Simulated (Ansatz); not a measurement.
## CoO: single-point calculation

- system: CoO (Fm-3m, 4 atoms in the cell)
- method: DFT LDA, scalar-relativistic, plane waves, PAW, spin-polarised (Ansatz 0.2.0)

The structure derives from an entry of the Crystallography Open Database. It belongs to a series of runs on one base structure; here: antiferromagnetic, doubled cell, propagation vector (0, 1/2, 1/2). Figures and captions count atoms from 1; the log counts them from 0 in places.

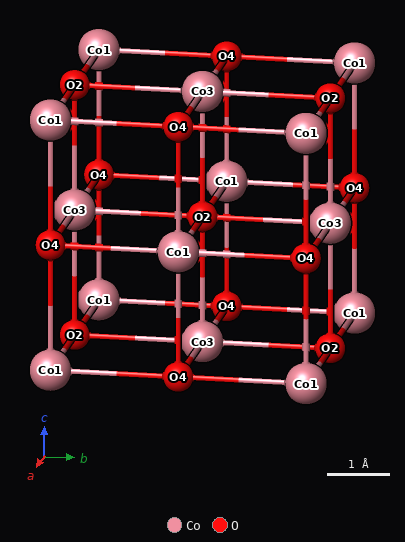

Figure 1. The structure (ball-and-stick view of the cell 2 times as large as that of the calculation, set on its symmetry axes, seen slightly off an axis; atoms are numbered from 1 in the order of the input). An atom can appear more than once, as a periodic image.

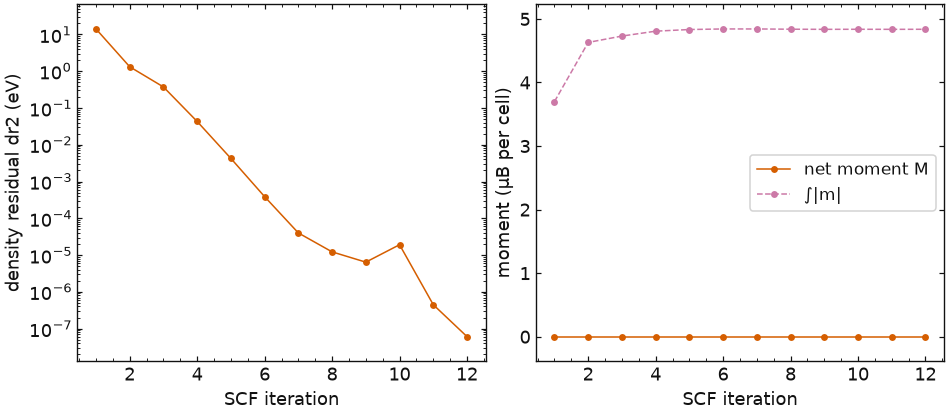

Figure 2. Convergence of the self-consistent field: density residual dr2 and magnetic moment against the SCF iteration. The residual comes down, with one marked jump up, by a factor of about 3, at step 10. The net moment stays at 0.0 μB per cell.

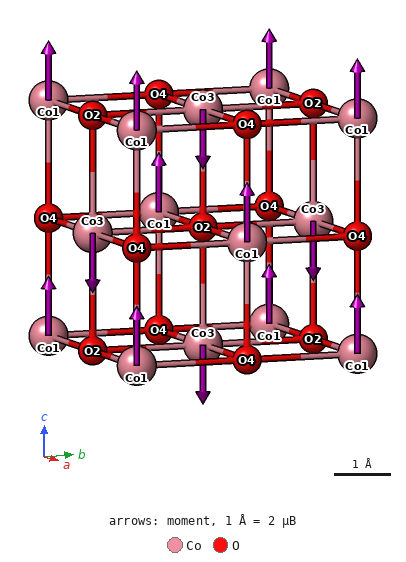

Figure 3. Magnetic moments of the sites as pink arrows (ball-and-stick view of the cell 2 times as large as that of the calculation, set on its symmetry axes, seen slightly off an axis; atoms are numbered from 1 in the order of the input); small moments hardly show. The run is collinear, so the axis drawn is arbitrary. Site moments: Co1 (2.19 μB); Co3 (−2.19 μB); O2 (−0.10 μB); O4 (0.10 μB). They are counted near the atoms and needn't add up to the moment of the cell.

These pictures come from the run below.

**Input file**
```yaml
crystal:
  lattice:
    - [0.0, 2.1315016559, 2.1315016559]
    - [4.2630033118, 2.1315016559, 2.1315016559]
    - [4.2630033118, 4.2630033118, 0.0]
  atoms:
    - { symbol: Co, position: [0.0, 0.0, 0.0], spin: 3.0 }
    - { symbol: O, position: [0.5, 0.5, 0.0] }
    - { symbol: Co, position: [0.0, 0.0, 0.5], spin: -3.0 }
    - { symbol: O, position: [0.5, 0.5, 0.5] }
basis:
  ecutwfc: 420
  ecutrho_ratio: 4
kpoints:
  mp_grid: { grid: [14, 14, 7] }
hamiltonian:
  xc: lda
scf:
  occupations: { method: gaussian, width: 0.05 }
output:
  forces: true
  stress: true
  eigenvalues: true
  populations: true
magnetization:
  spin_polarized: true
```

Launch command:
```bash
ansatz run input.yaml --threads 4 --pin off --max-ram 9216MiB --backend cpu --events-out ev --progress --plain --runs-dir out
```

**What the program printed**
```
basis.fft_grid_basis auto: the FFT boxes are laid along the combinations [[1, 0, 0], [0, 1, -1], [-1, 1, 0]] of the cell's own vectors, 3.014, 3.014 and 4.263 Å long. The dense box has 24×24×30 points. Along the cell's own vectors, as sized, it would have 24×36×45, 2.25 times as many. basis.fft_grid_basis: typed keeps the cell's own vectors: state it where this run's energies or levels are differenced outside the engine with another run's, or held beside a run that keeps those vectors.
Engine: ansatz 0.2.0, aarch64-unknown-linux-gnu
Pseudopotentials: kind: paw
Pseudopotential: Co, paw, valence charge 17, recommended cutoff 420 eV (normal), Co.paw.azcp
Pseudopotential: O, paw, valence charge 6, recommended cutoff 420 eV (normal), O.paw.azcp
Functional definition: SPW92
  exchange = slater_x
  correlation = pw_c
Crystal: 4 atoms, lattice volume = 38.736 Å³
Basis set: ecut = 420 eV, 727 PW (Γ), FFT grids on a1, a2−a3, −a1+a2
Bands: 32, of which v1, the nominal top of the filled ones, is band 23 counted from 1 (22 counted from 0)
Symmetry: 16 space group operations
Space group: P4/mmm (ITA 123), of the structure as read, at distance tolerance 3.4e-5 Å
Magnetic group: BNS 123.350 (UNI 1010), of the structure as read, at distance tolerance 3.4e-5 Å
k-points: 144 of 1372
Non-local potential: Co, projectors of the file, l = 0: 3, l = 1: 2, l = 2: 3, l = 3: 1
Non-local potential: O, projectors of the file, l = 0: 2, l = 1: 2, l = 2: 1
PAW form: soft (Blöchl's): semilocal exchange-correlation on the pseudo side does not see the compensation charge
PAW frozen core: Co, regenerated for the run's functional, and the local potential with it (the file was generated under x = pbe(κ = 0.804, μ = 0.2195149727645171), c = pbe(β = 0.06672455060314922))
PAW frozen core: O, regenerated for the run's functional, and the local potential with it (the file was generated under x = pbe(κ = 0.804, μ = 0.2195149727645171), c = pbe(β = 0.06672455060314922))
PAW one-centre angular grid: Co, 590 points (default); XC on 64 Gauss nodes
PAW one-centre angular grid: O, 110 points (default); XC on 64 Gauss nodes
Initial density: superposition of atomic densities (chi_scale 0.1, normalization cell, long waves kept (reshape's long-wave potential 0.00 eV rms))
Starting moments: Σ|m| = 6 μB on 2 of 4 sites
Starting magnetic order: antiferromagnet; a translation exchanges its spin sublattices: spin-degenerate at every k-point
Initial wavefunctions: pseudopotential atomic-orbital guess
Functional: x = slater, c = lda
SCF iter   1: F=—  HF=-11231.086992 eV  |F-HF|=—  |Δ(HF+E_count)|=         —  Δρ=1.50e-1 (↑1.50e-1 ↓1.50e-1)  dr2=1.41e1  dr2_m=3.72e0  M=0.000 μB ∫|m|=3.698 μB  β_m=0.30  ethr=3.10e-3  ⟨swp⟩=5.5  Hψ=16748  notcnv=0  defer=40
Mixer restart at iter 1: flushing history
preconditioner: auto → Kerker (q_TF=auto, 2.808 Å⁻¹)  [metal: Δε(μ)=0.002 eV  Ē_g=11.444 eV  σ=0.050 eV  W_gap=0.02  n_scr=14 (ndim 8)  ℏωp=32.7 eV  f_vac=0.000  D(μ)=11.62/eV (n_scr^D=252)]
spin=Collinear: Kerker preconditioning applied to the charge; magnetization (m = ρ↑ − ρ↓) channel mixes plain (no charge-response kernel on spin).
SCF iter   2: F=—  HF=-11231.866944 eV  |F-HF|=—  |Δ(HF+E_count)|=   7.80e-1  Δρ=4.54e-2 (↑4.54e-2 ↓4.54e-2)  dr2=1.32e0  dr2_m=3.08e-1  M=0.000 μB ∫|m|=4.629 μB  β_m=0.35  ethr=3.10e-3  ⟨swp⟩=3.0  Hψ=10418  notcnv=0  defer=460
SCF iter   3: F=—  HF=-11232.233264 eV  |F-HF|=—  |Δ(HF+E_count)|=   3.66e-1  Δρ=2.50e-2 (↑2.50e-2 ↓2.50e-2)  dr2=3.73e-1  dr2_m=8.01e-2  M=0.000 μB ∫|m|=4.729 μB  β_m=0.60  ethr=2.88e-3  ⟨swp⟩=2.1  Hψ=6504  notcnv=0  defer=453
SCF iter   4: F=—  HF=-11232.328731 eV  |F-HF|=—  |Δ(HF+E_count)|=   9.55e-2  Δρ=9.52e-3 (↑9.52e-3 ↓9.52e-3)  dr2=4.29e-2  dr2_m=6.14e-3  M=0.000 μB ∫|m|=4.806 μB  β_m=0.80  ethr=8.10e-4  ⟨swp⟩=2.8  Hψ=7424  notcnv=0  defer=453
SCF iter   5: F=—  HF=-11232.341799 eV  |F-HF|=—  |Δ(HF+E_count)|=         —  Δρ=3.66e-3 (↑3.66e-3 ↓3.66e-3)  dr2=4.24e-3  dr2_m=3.30e-3  M=0.000 μB ∫|m|=4.832 μB  β_m=0.80  ethr=9.33e-5  ⟨swp⟩=2.0  Hψ=9880  notcnv=0  defer=459
Mixer restart at iter 5: flushing history
SCF iter   6: F=—  HF=-11232.342339 eV  |F-HF|=—  |Δ(HF+E_count)|=   5.40e-4  Δρ=1.38e-3 (↑1.38e-3 ↓1.38e-3)  dr2=3.87e-4  dr2_m=5.64e-4  M=0.000 μB ∫|m|=4.841 μB  β_m=0.90  ethr=9.21e-6  ⟨swp⟩=2.0  Hψ=7431  notcnv=0  defer=463
SCF iter   7: F=—  HF=-11232.342199 eV  |F-HF|=—  |Δ(HF+E_count)|=         —  Δρ=2.41e-4 (↑2.41e-4 ↓2.41e-4)  dr2=3.99e-5  dr2_m=4.33e-6  M=0.000 μB ∫|m|=4.841 μB  β_m=0.90  ethr=8.42e-7  ⟨swp⟩=2.4  Hψ=6721  notcnv=0  defer=463
Mixer restart at iter 7: flushing history
SCF iter   8: F=—  HF=-11232.342204 eV  |F-HF|=—  |Δ(HF+E_count)|=   4.88e-6  Δρ=2.62e-4 (↑2.62e-4 ↓2.62e-4)  dr2=1.22e-5  dr2_m=2.02e-5  M=0.000 μB ∫|m|=4.837 μB  β_m=0.95  ethr=8.67e-8  ⟨swp⟩=2.0  Hψ=6635  notcnv=0  defer=463
SCF iter   9: F=—  HF=-11232.342208 eV  |F-HF|=—  |Δ(HF+E_count)|=   4.33e-6  Δρ=1.15e-4 (↑1.15e-4 ↓1.15e-4)  dr2=6.41e-6  dr2_m=3.14e-6  M=0.000 μB ∫|m|=4.835 μB  β_m=0.97  ethr=2.66e-8  ⟨swp⟩=2.0  Hψ=6784  notcnv=0  defer=463
SCF iter  10: F=—  HF=-11232.342210 eV  |F-HF|=—  |Δ(HF+E_count)|=   2.22e-6  Δρ=1.74e-4 (↑1.74e-4 ↓1.74e-4)  dr2=1.91e-5  dr2_m=1.62e-6  M=0.000 μB ∫|m|=4.836 μB  β_m=0.71  ethr=1.39e-8  ⟨swp⟩=2.0  Hψ=8005  notcnv=0  defer=463  recentre
SCF iter  11: F=—  HF=-11232.342207 eV  |F-HF|=—  |Δ(HF+E_count)|=   3.50e-6  Δρ=2.91e-5 (↑2.91e-5 ↓2.91e-5)  dr2=4.46e-7  dr2_m=2.05e-7  M=0.000 μB ∫|m|=4.835 μB  β_m=0.82  ethr=1.39e-8  ⟨swp⟩=2.0  Hψ=8005  notcnv=0  defer=463
SCF iter  12: F=-11232.342207 eV  HF=-11232.342207 eV  |F-HF|=2.22e-8  |Δ(HF+E_count)|=   5.55e-8  Δρ=1.63e-5 (↑1.63e-5 ↓1.63e-5)  dr2=6.05e-8  dr2_m=4.62e-8  M=0.000 μB ∫|m|=4.836 μB  ethr=2.17e-10  ⟨swp⟩=7.7  Hψ=19805  notcnv=0
SCF 1 converged in 12 iterations: F = -11232.342207 eV  dr2 = 6.05e-8
  greatest PAW one-centre occupation: 1.004 electrons in one spin orbital (limit 2), on the Co atom at site 2 (counted from 0), in its partial waves of l = 1
WARN: an SCF from ferromagnetic starting moments (-3.00, 0.00, -3.00, 0.00 Bohr magnetons, atom by atom) was not made, by what the run has read of turns of its moments that order reads lower: the deck asks for what bars it, or types moments that do (magnetization.spin_polarized, in the input reference, names some of the keys), or the run goes by scf.lower_state_search: light, the default, which as a rule tries one only behind a close that has lost an order of both signs, or on which an open d or half-filled 4f shell of a PAW file has lost a moment that was set nearer to Hund's than to what is left; or, under a Hubbard U, one that names an f shell that the input leaves bare beside given moments, or a larger moment for a shell of low spin that is given one. standard, with a start from the atoms, tries one behind each close (in a relaxation, ahead of its steps or at their end). To set out from that order, type those moments (crystal.atoms[].spin; where shells were raised to Hund's moment, beside crystal.symmetry.detect: false) under scf.lower_state_search: light. The bands of the close that named these starting moments, or of the one ahead of a search that led to it (under cold or Methfessel-Paxton smearing those of the Gaussian ahead of it) read a cost of -47.33 meV for the turn to them, carried on from a small turn (-47.33 by the pairs of d shells alone)
SCF converged after 12 iterations
Magnetization: 0.0000 μB (23.0000 up, 23.0000 down)
Absolute magnetization: 4.8359 μB (∫|ρ↑−ρ↓|, with the PAW one-centre terms)
Spin contamination: 2.3884 ħ² per cell (⟨S²⟩ above its minimum at these occupations)
Per-site moments (μB) at R_I (Å): [(2.1911327042317894, 0.8792444330587501), (-0.10290219279680098, 0.8792444330587501), (-2.1911327042317894, 0.8792444330587501), (0.10290219279680098, 0.8792444330587501)]
Free energy (F): -11232.342207 eV
Harris-Foulkes:  -11232.342207 eV  (|F-HF|=2.22e-8)
Internal energy: -11232.328720 eV  (E = F + TS)
E sigma→0 (E₀):  -11232.335463 eV
Entropy (-TS):   -0.013487 eV (-3.372 meV/atom)
Fermi energy:    13.452564 eV
--- Per-component energies (eV) ---
  E_band       = -618.472674
  E_kinetic    = 1232.496897
  E_local      = -6884.182023  (includes V_loc(G=0)·N_el)
  E_nonlocal   = 1040.811287
  E_hartree    = 2817.266762
  E_xc         = -450.928472
  E_vxc        = -583.516111  (∫ρ·V_xc dr)
  E_paw        = -3204.702902  (= ΣΔE_a)
  E_vpaw       = -1058.622519  (= ΣTr[D̂ρ^β])
  E_aug_tail   = 0.005025  (compensation charges beyond the density's cutoff)
  E_ewald      = -5784.125638
  E_core_change = 1.030344  (= ΣΔE_core)
  E_smearing   = -0.013487  (= −TS)
  E_closure    = 0.000000  (closes the sum)
  Σ components = -11232.342207   (vs F -11232.342207, Δ=0.00e0)
--- Forces (eV/Å), atoms counted from 1 ---
  atom   1  Co     0.00000000    -0.00000000    -0.00000000
  atom   2  O      0.00000000    -0.00000000     0.00000000
  atom   3  Co     0.00000000     0.00000000    -0.00000000
  atom   4  O      0.00000000     0.00000000     0.00000000
  max |Σ_I F_I| component: 2.05e-29 eV/Å
--- Stress (GPa, compression-positive) ---
      -18.129789      -0.000000       0.000000
       -0.000000     -23.001581       0.000000
        0.000000      -0.000000     -23.001581
  P = ⅓ Tr σ = -21.3777 GPa (-213.777 kbar)
--- Band table (eV; the first three rows and the last of 288) ---
  k-point 0 ↑: bands = ["-82.2326", "-79.6480", "-45.9946", "-45.9946", "-45.7447", "-43.4344", "-43.4344", "-43.3356", "-6.4811", "-5.1453", "6.6359", "9.0946", "9.0946", "9.9096", "10.3290", "10.3356", "10.3356", "10.6568", "10.9771", "11.1029", "11.1029", "11.9440", "13.2312", "13.2312", "13.3094", "13.7329", "14.5393", "19.4357", "23.1572", "25.3338", "29.0664", "29.0664"]
  k-point 1 ↑: bands = ["-82.2324", "-79.6478", "-45.9985", "-45.9942", "-45.7444", "-43.4389", "-43.4339", "-43.3353", "-6.3372", "-5.1078", "6.7531", "8.1595", "8.6704", "9.2336", "9.6350", "9.9069", "10.4082", "11.1415", "11.2541", "11.3797", "11.6133", "12.3015", "13.2120", "13.2664", "13.8178", "13.8382", "15.4442", "20.0019", "23.1533", "24.4888", "28.1627", "28.8139"]
  k-point 2 ↑: bands = ["-82.2318", "-79.6472", "-46.0072", "-45.9933", "-45.7436", "-43.4490", "-43.4329", "-43.3346", "-5.9600", "-5.0599", "6.9241", "7.0966", "7.7248", "8.0364", "8.9711", "9.1615", "10.8833", "11.2321", "11.5617", "11.7257", "12.7523", "12.8979", "13.1652", "13.3514", "13.9671", "14.8068", "17.1801", "21.3383", "22.7219", "23.2196", "25.9906", "27.5004"]
  k-point 143 ↓: bands = ["-82.2301", "-79.6453", "-46.0127", "-46.0127", "-45.7414", "-43.4552", "-43.4552", "-43.3322", "-5.2436", "-5.0585", "6.6147", "6.6147", "9.1005", "9.1085", "9.1085", "9.1281", "10.2713", "10.2713", "11.0925", "11.2343", "11.5407", "13.0114", "13.0114", "13.6709", "13.7920", "13.9008", "19.1307", "19.7430", "23.1435", "23.1435", "25.4167", "25.4167"]
--- Löwdin populations: 4 sites ---
  site symbol       q [e]    m [muB]
     0     Co     15.9859     2.2451
     1      O      6.8917    -0.1300
     2     Co     15.9859    -2.2451
     3      O      6.8917     0.1300
  spilling = 0.005324 (of n_electrons = 46.000000)
```

**File populations.tsv**
```
# site	symbol	l	j	q_up	q_dn
# orbitals = lowdin
# n_electrons = 46.000000
# spilling = 0.005324
0	Co	0_3S	-	0.996524	0.996779
0	Co	0_4S	-	0.254823	0.230676
0	Co	1_3P	-	2.999140	2.998679
0	Co	2_3D	-	4.865004	2.644226
1	O	0_2S	-	0.911277	0.925359
1	O	1_2P	-	2.469596	2.585465
2	Co	0_3S	-	0.996779	0.996524
2	Co	0_4S	-	0.230676	0.254823
2	Co	1_3P	-	2.998679	2.999140
2	Co	2_3D	-	2.644226	4.865004
3	O	0_2S	-	0.925359	0.911277
3	O	1_2P	-	2.585465	2.469596
```

**Summary**

| quantity | value |
| --- | --- |
| outcome | converged |
| space group (tolerance 0.01 Å) | Fm-3m (225) |
| electrons treated | 46 |
| free energy | −11232.3422 eV |
| Fermi energy | 13.453 eV |
| gap on the k-point mesh | none (metallic) |
| net moment of the cell | 0.00 μB |
| integrated absolute moment | 4.84 μB |
| pressure | −21.38 GPa |
| largest force (length of the vector) | under 0.001 eV/Å |
| hardware | 4 threads of Arm Neoverse V2, 24 GiB of memory available, shared host |
| wall time | 5.8 s (CPU time 22 s) |
| peak memory | 0.55 GiB |

The electronic state found may not be the lowest one. Warnings of the run: another magnetic order may lie lower. The cell is under a tension of 21 GPa at this level, so it is not at its equilibrium volume.
